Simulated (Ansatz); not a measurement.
A series of calculations on Pb

### Relaxation

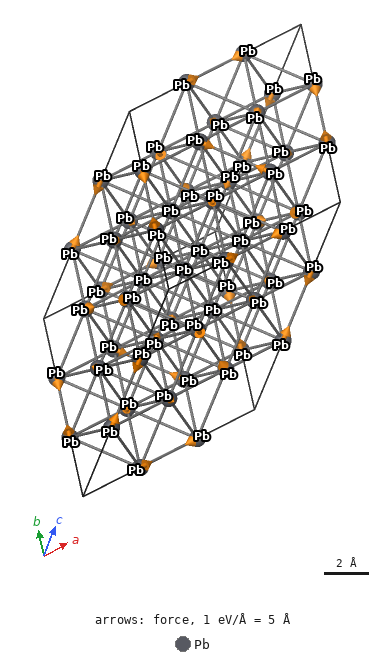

Starting geometry of a defect cell of composition Pb with the computed forces as orange arrows. A ball-and-stick model of the cell of the calculation, seen from a free direction.

Case: Pb vacancy (site a), charge +0, atoms relaxed at the host's cell.

These are results of DFT r2SCAN, scalar-relativistic, plane waves, PAW (Ansatz), not measurements. Settings: plane-wave cutoff 500 eV; k-point mesh 3 × 3 × 3; occupations gaussian; smearing width 0.1 eV; no spin polarisation; atoms relaxed in a fixed cell; force threshold 0.025 eV/Å; at most 45 steps.

Q: What follows when this structure is relaxed?

A: It isn't relaxed: the largest force vector, on Pb atoms, is 0.15 eV/Å. The atoms end up moving mostly along the starting forces (cosine between the two patterns 1.00). The energy falls by 0.107 eV per cell of the calculation in 3 accepted moves (4 points after the start). The largest force component goes from 0.11 to 0.019 eV/Å. 1 step only repeated the SCF at the same geometry. The largest moves, 0.078 Å, are those of Pb atoms. The cell doesn't change. Some distances before and after: Pb–Pb 3.532 → 3.377 Å, Pb–Pb 3.532 → 3.610 Å, Pb–Pb 3.532 → 3.494 Å, Pb–Pb 3.532 → 3.545 Å.

### Relaxation

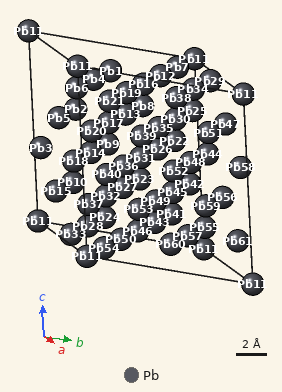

A defect cell of composition Pb, before the relaxation. Style: spheres-only. Shown: the cell of the calculation, slightly off an axis.

Case: Pb vacancy (site a), charge +0, atoms relaxed at the host's cell.

Level of theory: DFT PBE, scalar-relativistic, plane waves, PAW (Ansatz).

(plane-wave cutoff 420 eV; k-point mesh 2 × 2 × 2; occupations gaussian; smearing width 0.1 eV; no spin polarisation; atoms relaxed in a fixed cell; force threshold 0.025 eV/Å; at most 45 steps)

```
CELL_PARAMETERS angstrom
2.51954 0.00000 12.59772
-12.59772 2.51954 0.00000
0.00000 -12.59772 -2.51954
ATOMIC_POSITIONS crystal
Pb 0.17742 0.43548 0.88710
Pb 0.12903 0.22581 0.64516
Pb 0.08065 0.01613 0.40323
Pb 0.37097 0.27419 0.85484
Pb 0.32258 0.06452 0.61290
Pb 0.56452 0.11290 0.82258
Pb 0.19355 0.83871 0.96774
Pb 0.14516 0.62903 0.72581
Pb 0.09677 0.41935 0.48387
Pb 0.04839 0.20968 0.24194
Pb 0.00000 0.00000 0.00000
Pb 0.38710 0.67742 0.93548
Pb 0.33871 0.46774 0.69355
Pb 0.29032 0.25806 0.45161
Pb 0.24194 0.04839 0.20968
Pb 0.58065 0.51613 0.90323
Pb 0.53226 0.30645 0.66129
Pb 0.48387 0.09677 0.41935
Pb 0.77419 0.35484 0.87097
Pb 0.72581 0.14516 0.62903
Pb 0.96774 0.19355 0.83871
Pb 0.11290 0.82258 0.56452
Pb 0.06452 0.61290 0.32258
Pb 0.01613 0.40323 0.08065
Pb 0.35484 0.87097 0.77419
Pb 0.30645 0.66129 0.53226
Pb 0.25806 0.45161 0.29032
Pb 0.20968 0.24194 0.04839
Pb 0.59677 0.91935 0.98387
Pb 0.54839 0.70968 0.74194
Pb 0.50000 0.50000 0.50000
Pb 0.45161 0.29032 0.25806
Pb 0.40323 0.08065 0.01613
Pb 0.79032 0.75806 0.95161
Pb 0.74194 0.54839 0.70968
Pb 0.69355 0.33871 0.46774
Pb 0.64516 0.12903 0.22581
Pb 0.98387 0.59677 0.91935
Pb 0.93548 0.38710 0.67742
Pb 0.88710 0.17742 0.43548
Pb 0.03226 0.80645 0.16129
Pb 0.27419 0.85484 0.37097
Pb 0.22581 0.64516 0.12903
Pb 0.51613 0.90323 0.58065
Pb 0.46774 0.69355 0.33871
Pb 0.41935 0.48387 0.09677
Pb 0.75806 0.95161 0.79032
Pb 0.70968 0.74194 0.54839
Pb 0.66129 0.53226 0.30645
Pb 0.61290 0.32258 0.06452
Pb 0.95161 0.79032 0.75806
Pb 0.90323 0.58065 0.51613
Pb 0.85484 0.37097 0.27419
Pb 0.80645 0.16129 0.03226
Pb 0.43548 0.88710 0.17742
Pb 0.67742 0.93548 0.38710
Pb 0.62903 0.72581 0.14516
Pb 0.91935 0.98387 0.59677
Pb 0.87097 0.77419 0.35484
Pb 0.82258 0.56452 0.11290
Pb 0.83871 0.96774 0.19355
```

### What does the optimiser find from here?

The energy falls by 44.1 meV per cell of the calculation in 2 geometry steps. The largest force component goes from 0.069 to 0.0058 eV/Å. The largest moves, 0.079 Å, are those of Pb2, Pb5, Pb7, Pb11, Pb21 and Pb25. Pb5 goes along [−2 −1 2]. The cell doesn't change. Among the contacts that change: Pb11–Pb21 3.563 → 3.487 Å, Pb11–Pb34 3.563 → 3.616 Å, Pb11–Pb61 3.563 → 3.613 Å, Pb11–Pb28 3.563 → 3.524 Å. The run took 3.7 min on 8 threads of Intel(R) Xeon(R) Processor @ 2.70GHz, on a shared host, peak memory 16 GiB.

After the run, drawn alike:

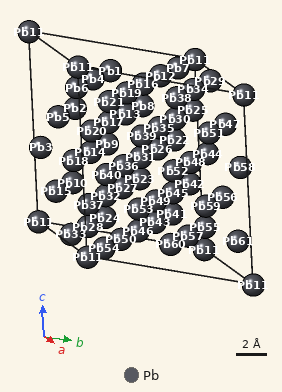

### Defect

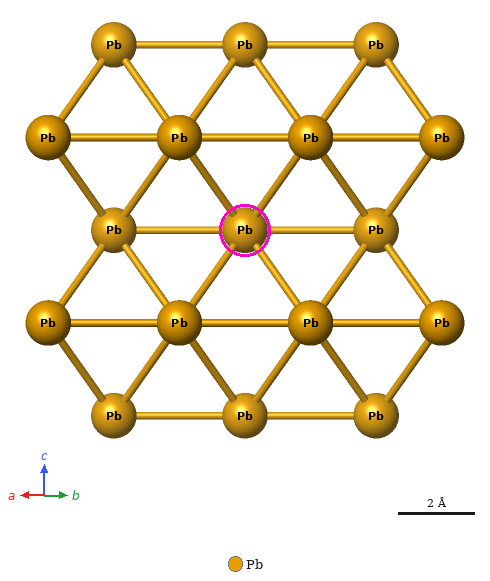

Perfect Pb. Style: ball-and-stick. Shown: the atoms within 6.0 Å of one point, in a slice 4.2 Å thick across the line of sight, along [110].

Level of theory: DFT LDA, scalar-relativistic, plane waves, PAW (Ansatz). (plane-wave cutoff 420 eV; k-point mesh 3 × 3 × 3; occupations gaussian; smearing width 0.1 eV; no spin polarisation) The cell is small and the k-mesh coarse, so the numbers are rough. The axes drawn are those of the host's conventional cell.

A lead atom is taken out (a vacancy) at the ringed place, in charge state 0. The supercell has 27 sites, and the atoms are relaxed at the host's cell.

Question: Predict the relaxed surroundings of the defect.

Answer: Around the empty Pb site the host had 12 Pb at 3.45 Å; after relaxation the nearest atoms are 12 Pb at 3.50 Å. Of the host's atoms, a lead atom moves furthest from its site, by 0.05 Å. Relaxing the atoms from the host's sites lowers the energy by 0.04 eV. At a tolerance of 0.02 Å the relaxed supercell has space group Fm-3m.

The relaxed defect, seen from the same direction:

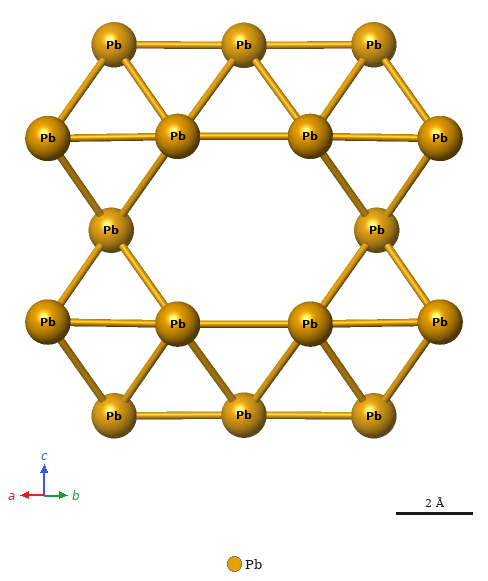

### Defect

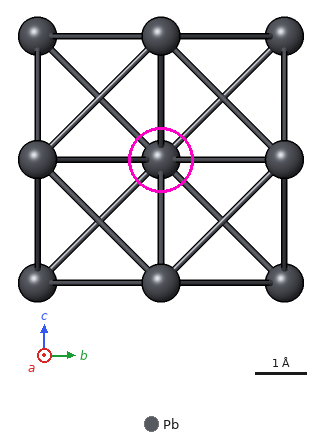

Perfect Pb. A ball-and-stick model of the atoms within 4.6 Å of one point, in a slice 5.0 Å thick across the line of sight, seen along the a axis.

These are results of DFT PBEsol, scalar-relativistic, plane waves, PAW (Ansatz 0.2.0), not measurements. (plane-wave cutoff 420 eV; k-point mesh 3 × 3 × 3; occupations gaussian; smearing width 0.1 eV; no spin polarisation) The cell is small and the k-mesh coarse, so the numbers are rough. The axes drawn are those of the host's conventional cell.

A lead atom is taken out (a vacancy) at the ringed place, in charge state 0. The supercell has 27 sites, and the atoms are relaxed at the host's cell.

> Predict the relaxed surroundings of the defect.

Around the empty Pb site the host had 12 Pb at 3.49 Å; after relaxation the nearest atoms are 12 Pb at 3.55 Å. Of the host's atoms, a lead atom moves furthest from its site, by 0.06 Å. Relaxing the atoms from the host's sites lowers the energy by 0.05 eV. At a tolerance of 0.02 Å the relaxed supercell has space group Fm-3m.

The relaxed defect, seen from the same direction:

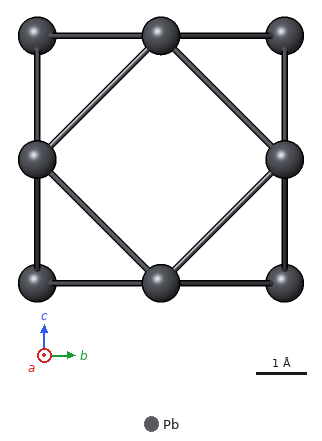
